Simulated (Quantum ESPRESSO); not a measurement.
## Run report: SnSe, density-of-states run (part 2 of 2)

The same run, continued: SnSe (Pnma, 8 atoms in the cell); Kohn-Sham DFT of a periodic cell, revPBE with D3(BJ), JTH 2.0 PBE, no spin polarisation (Quantum ESPRESSO 7.5); cutoff 489.81 eV, 3×5×5 k-mesh, fermi-dirac of 0.025 eV. The structure derives from an entry of the Crystallography Open Database.

Geometry of the input (Å; fractional positions):
```
11.4200  0.0000  0.0000
0.0000  4.1900  0.0000
0.0000  0.0000  4.4600
Sn 0.1230  0.2500  0.0910
Sn 0.3770  0.7500  0.5910
Sn 0.8770  0.7500  0.9090
Sn 0.6230  0.2500  0.4090
Se 0.3570  0.2500  0.0160
Se 0.1430  0.7500  0.5160
Se 0.6430  0.7500  0.9840
Se 0.8570  0.2500  0.4840
```

Log, continued:
```
   -13.6000 -13.5978 -13.5952 -13.5939 -13.5916 -13.5889 -13.5885 -13.5880
   -13.5737 -13.5670 -13.5656 -13.5634 -13.5538 -13.5501 -13.5382 -13.5357
   -13.5320 -13.5274 -13.5211 -13.5148  -5.6558  -5.3732  -4.8401  -4.5127
     0.1316   1.1680   1.3905   1.7806   3.2226   3.6292   3.8282   5.0121
     5.1540   5.7796   5.9419   5.9667   6.7991   6.8946   7.1489   7.2573
     8.9857   9.3961   9.4479   9.8047  10.6174  10.9877  11.4197  12.0647
    12.4488  12.6197  12.8189  13.4288

          k = 0.0000 0.5451 1.0242 (  5261 PWs)   bands (ev):

   -13.6026 -13.6017 -13.5964 -13.5959 -13.5901 -13.5885 -13.5885 -13.5873
   -13.5700 -13.5672 -13.5608 -13.5574 -13.5564 -13.5521 -13.5364 -13.5340
   -13.5334 -13.5302 -13.5187 -13.5163  -5.2765  -5.0238  -4.9345  -4.6768
    -0.0372   0.4336   1.1559   1.4069   3.7411   3.8002   3.8970   4.6986
     4.8784   5.2295   5.5930   6.0542   6.4599   6.8986   6.9176   7.2679
     8.7960   9.6069   9.7636  10.5716  10.8131  11.0223  11.3282  12.2018
    12.2131  12.6498  13.1089  13.3000

          k = 0.0000 1.0902 0.0000 (  5233 PWs)   bands (ev):

   -13.6010 -13.5999 -13.5989 -13.5966 -13.5855 -13.5851 -13.5851 -13.5817
   -13.5691 -13.5688 -13.5675 -13.5574 -13.5567 -13.5463 -13.5434 -13.5425
   -13.5279 -13.5219 -13.5206 -13.5200  -5.2792  -5.1057  -4.8158  -4.7249
    -0.0021   0.5158   0.6904   1.1202   3.7477   4.6262   5.1313   5.3306
     5.5557   5.5819   5.8830   6.2194   6.8313   6.8605   6.9524   7.2071
     8.6608   9.0544   9.0869   9.4290   9.4847   9.8599  10.0529  10.7261
    11.0292  11.4820  12.7867  13.0531

          k = 0.0000 1.0902 0.5121 (  5250 PWs)   bands (ev):

   -13.6052 -13.6040 -13.6016 -13.6000 -13.5847 -13.5835 -13.5827 -13.5805
   -13.5688 -13.5686 -13.5639 -13.5571 -13.5569 -13.5496 -13.5414 -13.5407
   -13.5279 -13.5237 -13.5198 -13.5187  -5.1626  -5.0039  -4.7730  -4.6853
     0.1872   0.7024   0.8908   1.1396   3.5839   3.8450   3.9190   4.6211
     4.8562   5.2787   5.6667   5.8663   6.1282   6.3827   6.8604   7.1700
     8.6107   9.4327   9.5952  10.1896  10.7893  11.1647  11.5722  11.7005
    12.0017  12.5262  12.6640  12.8953

          k = 0.0000 1.0902 1.0242 (  5249 PWs)   bands (ev):

   -13.6111 -13.6105 -13.6060 -13.6055 -13.5827 -13.5818 -13.5795 -13.5789
   -13.5679 -13.5678 -13.5591 -13.5565 -13.5557 -13.5533 -13.5395 -13.5391
   -13.5270 -13.5254 -13.5184 -13.5177  -4.9103  -4.7886  -4.7509  -4.6595
     0.6024   0.9034   1.2374   1.2962   2.8080   3.2211   3.3182   3.6199
     4.3216   4.5457   4.6775   5.3308   5.3806   5.7496   6.4731   6.5040
     9.6077  10.7198  10.9898  11.3111  12.2439  12.4143  12.4528  12.7899
    12.7992  13.1967  13.3392  13.4100

          k = 0.3333 0.0000 0.0000 (  5227 PWs)   bands (ev):

   -13.6039 -13.6003 -13.5956 -13.5947 -13.5922 -13.5902 -13.5847 -13.5826
   -13.5758 -13.5743 -13.5674 -13.5623 -13.5543 -13.5514 -13.5391 -13.5377
   -13.5283 -13.5274 -13.5193 -13.5140  -5.9565  -5.8003  -4.7838  -4.5567
     0.7373   1.1761   2.6366   2.6839   3.3029   4.0915   4.4778   4.5494
     4.7000   5.0602   5.7792   5.7963   5.8073   6.0982   7.0977   7.2074
     9.8114  10.5242  10.6113  11.0342  11.3412  11.4572  11.7636  12.0519
    12.7015  12.7691  13.0694  13.5460

          k = 0.3333 0.0000 0.5121 (  5255 PWs)   bands (ev):

   -13.6024 -13.5991 -13.5946 -13.5937 -13.5935 -13.5918 -13.5867 -13.5847
   -13.5719 -13.5705 -13.5663 -13.5623 -13.5549 -13.5524 -13.5387 -13.5368
   -13.5297 -13.5287 -13.5189 -13.5146  -5.7946  -5.6455  -4.7884  -4.5912
     0.2758   0.7537   1.7934   2.0759   3.5502   4.4852   4.7302   4.9422
     5.0736   5.3770   5.9150   6.1960   6.3039   6.6295   6.9354   7.1800
     9.7016   9.9935  10.3969  10.5347  10.7388  10.8357  11.0493  11.8302
    12.0510  12.5362  12.6623  12.7286

          k = 0.3333 0.0000 1.0242 (  5291 PWs)   bands (ev):

   -13.5989 -13.5971 -13.5957 -13.5947 -13.5933 -13.5924 -13.5892 -13.5883
   -13.5643 -13.5635 -13.5628 -13.5627 -13.5573 -13.5560 -13.5368 -13.5349
   -13.5327 -13.5314 -13.5177 -13.5160  -5.3955  -5.2755  -4.9137  -4.7834
    -0.1592   0.1143   0.9661   1.1806   4.1728   4.9258   5.3152   5.3708
     5.5372   5.8460   6.0117   6.1809   6.8224   6.9729   7.5925   7.6931
     8.8454   9.1500   9.4410   9.6292   9.7263  10.0837  10.5654  10.8054
    11.1002  11.3261  12.9015  13.1141

          k = 0.3333 0.5451 0.0000 (  5249 PWs)   bands (ev):

   -13.5980 -13.5965 -13.5951 -13.5940 -13.5913 -13.5909 -13.5883 -13.5864
   -13.5741 -13.5709 -13.5663 -13.5659 -13.5517 -13.5516 -13.5380 -13.5367
   -13.5300 -13.5274 -13.5200 -13.5162  -5.7549  -5.6135  -4.7361  -4.5581
     0.4480   0.8297   1.8636   1.9986   3.5005   4.3425   4.4680   4.7341
     5.0607   5.3159   5.7832   5.9363   6.1587   6.4083   7.1870   7.2398
     9.5353  10.1105  10.1406  10.5234  10.6640  11.1552  11.2290  11.8264
    12.0842  12.4270  12.5998  12.6150

          k = 0.3333 0.5451 0.5121 (  5265 PWs)   bands (ev):

   -13.5994 -13.5979 -13.5960 -13.5943 -13.5910 -13.5899 -13.5886 -13.5876
   -13.5722 -13.5689 -13.5647 -13.5637 -13.5531 -13.5513 -13.5378 -13.5365
   -13.5309 -13.5285 -13.5193 -13.5162  -5.6028  -5.4690  -4.7327  -4.5764
     0.2936   0.7369   1.5788   1.7199   3.5993   3.7223   4.0430   4.7500
     4.9397   5.3079   6.0210   6.1311   6.7464   6.7573   7.1425   7.2664
     9.3321   9.3632   9.8787  10.1827  10.3988  11.1184  11.3809  11.7075
    12.1703  12.4307  12.6913  12.9261

          k = 0.3333 0.5451 1.0242 (  5272 PWs)   bands (ev):

   -13.6021 -13.6015 -13.5975 -13.5969 -13.5893 -13.5888 -13.5876 -13.5873
   -13.5694 -13.5680 -13.5598 -13.5584 -13.5548 -13.5530 -13.5369 -13.5362
   -13.5320 -13.5306 -13.5178 -13.5166  -5.2376  -5.1328  -4.8246  -4.7173
     0.0896   0.3411   1.1329   1.2800   3.7715   3.8627   4.3870   4.5448
     4.7562   5.2989   5.6652   5.9960   6.2256   6.3833   7.0140   7.1725
     9.4757   9.8286  10.1866  10.3199  10.7906  10.8775  11.3067  11.6089
    12.3053  12.4856  12.6963  12.8867

          k = 0.3333 1.0902 0.0000 (  5243 PWs)   bands (ev):

   -13.6008 -13.5997 -13.5989 -13.5974 -13.5856 -13.5854 -13.5842 -13.5826
   -13.5686 -13.5685 -13.5661 -13.5622 -13.5519 -13.5480 -13.5434 -13.5428
   -13.5263 -13.5234 -13.5204 -13.5201  -5.2442  -5.1604  -4.7818  -4.7394
     0.1344   0.4703   0.6497   0.9488   4.1862   4.9228   5.0395   5.2241
     5.2804   5.7941   5.8789   5.9173   6.4327   6.4999   7.1889   7.2408
     8.7499   8.8310   9.5257   9.5493   9.9664  10.0422  10.2292  10.5279
    10.9300  11.6170  12.1256  12.3806

          k = 0.3333 1.0902 0.5121 (  5244 PWs)   bands (ev):

   -13.6046 -13.6033 -13.6023 -13.6008 -13.5842 -13.5835 -13.5827 -13.5814
   -13.5684 -13.5680 -13.5637 -13.5617 -13.5514 -13.5491 -13.5429 -13.5421
   -13.5260 -13.5238 -13.5199 -13.5193  -5.1309  -5.0547  -4.7400  -4.6993
     0.3257   0.6543   0.8169   1.0241   3.6800   3.8184   4.3752   4.6428
     4.6940   5.2475   5.4501   5.8671   5.9867   6.4005   6.6583   7.0525
     9.2446   9.5824   9.7820  10.2088  10.7766  11.1463  11.2841  11.5573
    11.6872  12.0984  12.5045  12.7560

          k = 0.3333 1.0902 1.0242 (  5242 PWs)   bands (ev):

   -13.6101 -13.6095 -13.6069 -13.6064 -13.5819 -13.5812 -13.5803 -13.5798
   -13.5678 -13.5674 -13.5609 -13.5603 -13.5502 -13.5498 -13.5419 -13.5415
   -13.5252 -13.5244 -13.5188 -13.5186  -4.8901  -4.8383  -4.7089  -4.6722
     0.6874   0.8457   1.2109   1.2397   2.9412   3.1780   3.4585   3.7508
     4.0747   4.4216   4.4911   5.0095   5.7416   6.1270   6.3670   6.5551
     9.9960  10.4808  10.7894  11.1461  11.6227  11.8043  12.4434  12.5182
    13.0819  13.2424  13.8011  13.9861

     the Fermi energy is     8.1584 ev

!    total energy              =   -2529.21630820 Ry
     total all-electron energy =     -2529.216308 Ry
     estimated scf accuracy    <          1.1E-09 Ry
     smearing contrib. (-TS)   =      -0.00000000 Ry
     internal energy E=F+TS    =   -2529.21630820 Ry

     The total energy is F=E-TS. E is the sum of the following terms:
     one-electron contribution =    -241.86245078 Ry
     hartree contribution      =     224.23582436 Ry
     xc contribution           =    -159.81586343 Ry
     ewald contribution        =    -438.91987633 Ry
     DFT-D3 Dispersion         =      -0.39495532 Ry
     one-center paw contrib.   =   -1912.45898670 Ry

     convergence has been achieved in   9 iterations

     negative rho (up, down):  2.420E-03 0.000E+00

     Forces acting on atoms (cartesian axes, Ry/au):

     atom    1 type  1   force =    -0.01342597    0.00000000    0.00036821
     atom    2 type  1   force =     0.01342597    0.00000000    0.00036821
     atom    3 type  1   force =     0.01342597    0.00000000   -0.00036821
     atom    4 type  1   force =    -0.01342597   -0.00000000   -0.00036821
     atom    5 type  2   force =     0.00972967    0.00000000   -0.00116393
     atom    6 type  2   force =    -0.00972967    0.00000000   -0.00116393
     atom    7 type  2   force =    -0.00972967    0.00000000    0.00116393
     atom    8 type  2   force =     0.00972967    0.00000000    0.00116393

     Total force =     0.033251     Total SCF correction =     0.000095

     Computing stress (Cartesian axis) and pressure

     negative rho (up, down):  2.420E-03 0.000E+00
          total   stress  (Ry/bohr**3)                   (kbar)     P=       -7.09
   0.00007491   0.00000000   0.00000000           11.02        0.00        0.00
   0.00000000  -0.00010490   0.00000000            0.00      -15.43        0.00
   0.00000000   0.00000000  -0.00011459            0.00        0.00      -16.86

=------------------------------------------------------------------------------=
   JOB DONE.
=------------------------------------------------------------------------------=
```

File dos.out:
```
This program is part of the open-source Quantum ESPRESSO suite
     for quantum simulation of materials; please cite
         "P. Giannozzi et al., J. Phys.:Condens. Matter 21 395502 (2009);
         "P. Giannozzi et al., J. Phys.:Condens. Matter 29 465901 (2017);
         "P. Giannozzi et al., J. Chem. Phys. 152 154105 (2020);
          URL
     in publications or presentations arising from this work. More details at

     ./tmp/pwscf.save/
     file Sn.GGA_PBE-JTH.UPF: wavefunction(s)  0S 5P 0P 4D 0D renormalized
     file Se.GGA_PBE-JTH.UPF: wavefunction(s)  0S 4P 0P renormalized

     IMPORTANT: XC functional enforced from input :
     Exchange-correlation= REVPBE
                           (   1   4   4   4   0   0   0)
     Any further DFT definition will be discarded
     Please, verify this is what you really want

     G-vector sticks info
     --------------------
     sticks:   dense  smooth     PW     G-vecs:    dense   smooth      PW
     Sum        2941    1961    581                77215    42021    6845

     Using Slab Decomposition

     Check: negative core charge=   -0.000008

     negative rho (up, down):  2.420E-03 0.000E+00

     Optimized tetrahedron method used

     [opt_tetra]  Optimized tetrahedron method is used.

=------------------------------------------------------------------------------=
   JOB DONE.
=------------------------------------------------------------------------------=
```

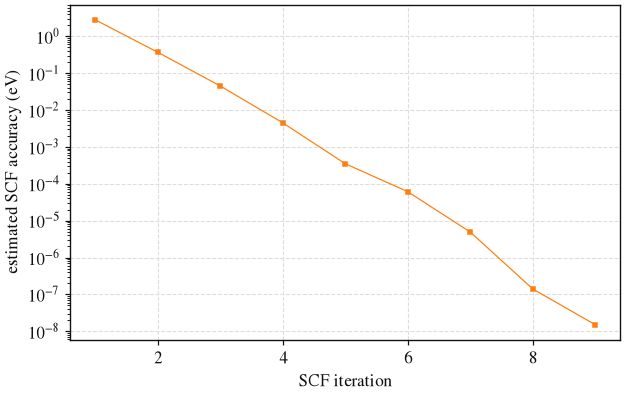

**Figure 1.** Convergence of the self-consistent field: estimated SCF accuracy against the iteration. The field takes 9 iterations in all.

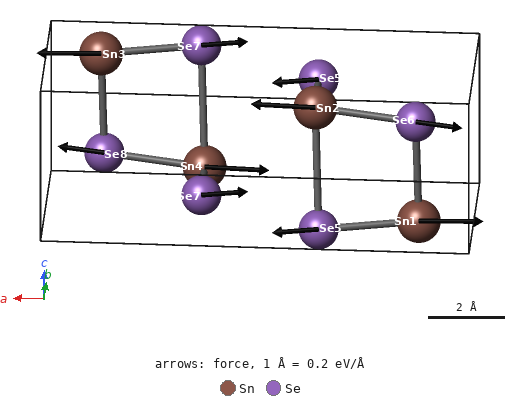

**Figure 2.** Forces on the atoms as black arrows (ball-and-stick view of the cell of the calculation, seen at an oblique angle; atoms are numbered from 1 in the order of the input). The largest act on all 4 Sn atoms (0.35 eV/Å); all 4 Se atoms (0.25 eV/Å). The geometry is not a stationary point of this energy.

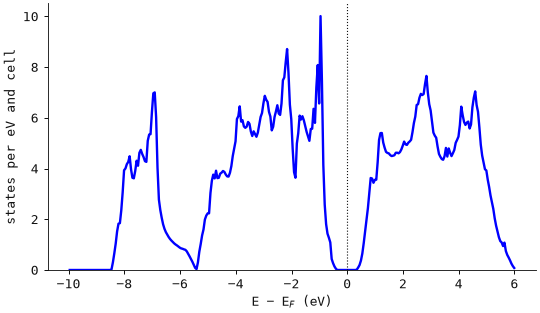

**Figure 3.** Density of states from the levels on the mesh of the run, whose fine structure reflects that mesh, with energies from the Fermi level of the run. At the top of the window the curve may fall because the computed bands end.

Key numbers:

- outcome: converged
- space group (tolerance 0.01 Å): Pnma (62)
- electrons treated: 80
- free energy: −34411.7409 eV
- Fermi energy of the self-consistent step: 8.158 eV
- gap on the k-point mesh: 0.90 eV
- pressure: −0.71 GPa
- largest force (length of the vector): 0.345 eV/Å
- hardware: 1 thread of AMD EPYC (Zen 4), 24 GiB of memory available, shared host
- wall time: 4.8 min
- peak memory: 0.4 GiB

Remarks:

Further notes kept with the run: potentials made for another functional. Notes on the run: negative rho. Points of doubt noted for this run: potentials made for another functional.
